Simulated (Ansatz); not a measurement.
Consider this structure, Pt.

```
Pt
1.0
     2.70871    0.00000    0.00000
    -1.35435    2.34581    0.00000
     0.00000    0.00000    4.68607
Pt
2
Direct
  0.33333 0.66667 0.75000
  0.66667 0.33333 0.25000
```

It is based on the geometry relaxed at fixed volume with DFT HSE06, scalar-relativistic, plane waves, PAW in Ansatz 0.2.0; the starting structure was generated, so it need not be a known form of this composition.

Q: Where will the first 4 clear peaks of its neutron PDF lie (peak width σ = 0.15 Å), and from which pairs do they come?

A: 1. 2.76 Å: Pt–Pt at 2.71–2.82 Å
2. 3.90 Å: Pt–Pt at 3.91 Å
3. 4.72 Å: Pt–Pt at 4.69–4.75 Å
4. 5.41 Å: Pt–Pt at 5.41–5.42 Å

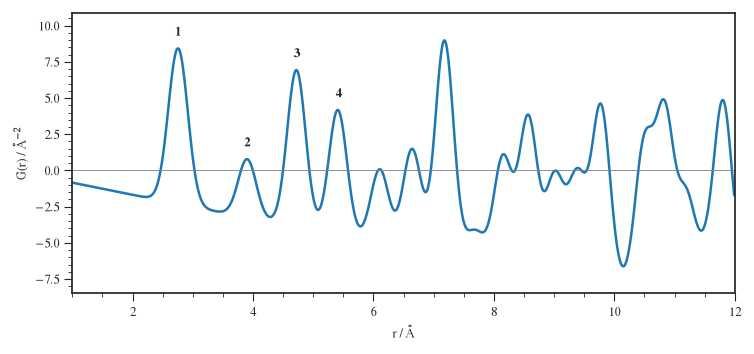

Simulated neutron pair distribution function, G(r) = R(r)/r − 4πρ₀r, summed over the atomic distances of the structure with each pair weighted by the product of the tabulated coherent neutron scattering lengths (natural isotope mix where the element has one); every distance is a Gaussian of σ = 0.15 Å, damped by exp(−(Q_damp r)²/2) with Q_damp = 0.040 Å⁻¹.
